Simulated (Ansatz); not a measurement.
System: Ti, space group Fm-3m (No. 225).

Starting cell:
```xyz
1
Lattice="0.0000 2.0300 2.0300 2.0300 0.0000 2.0300 2.0300 2.0300 0.0000" Properties=species:S:1:pos:R:3 pbc="T T T"
Ti    0.0000    0.0000    0.0000
```

How it was computed, with Ansatz 0.2.0: periodic Kohn-Sham DFT of a crystal at fixed atoms, scaled to the stated factor times the given cell, energy less spherical unpolarised free atoms. Level: PBE.

method all-electron LAPW; relativity scalar; k mesh 14×14×14; occupations Fermi–Dirac; smearing width 0.05 eV; basis error target 0.25 (meV/atom); nucleus Gaussian.

V(given) is 16.73 Å³/atom.

What does the calculation give for the energy less free atoms against V/V(given)? The V/V(given) takes the values 0.941, 0.970, 1.000, 1.030, 1.060.

A third-order Birch–Murnaghan fit gives V0 = 17.39 Å³/atom, B0 = 107 GPa and B′ = 3.4. The energy less free atoms is −6.5972 eV/atom at V/V(given) 0.941 and −6.6561 eV/atom at 1.060; the lowest computed point is at V/V(given) 1.030 (−6.6578 eV/atom), and no other minimum shows.

```tsv
V/V(given)	energy less free atoms (eV/atom)
0.941	-6.5972
0.970	-6.6295
1.000	-6.6494
1.030	-6.6578
1.060	-6.6561
```

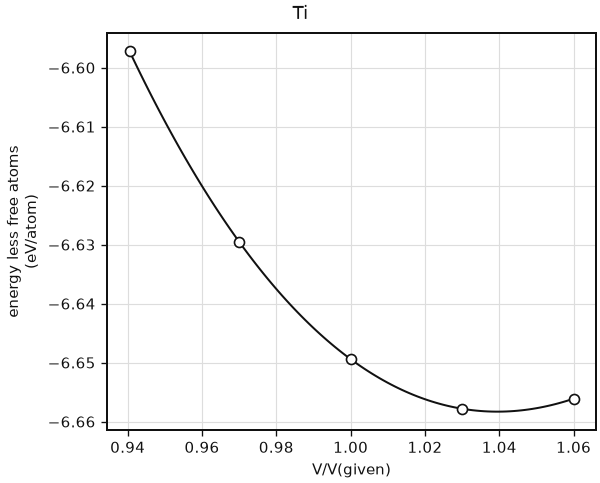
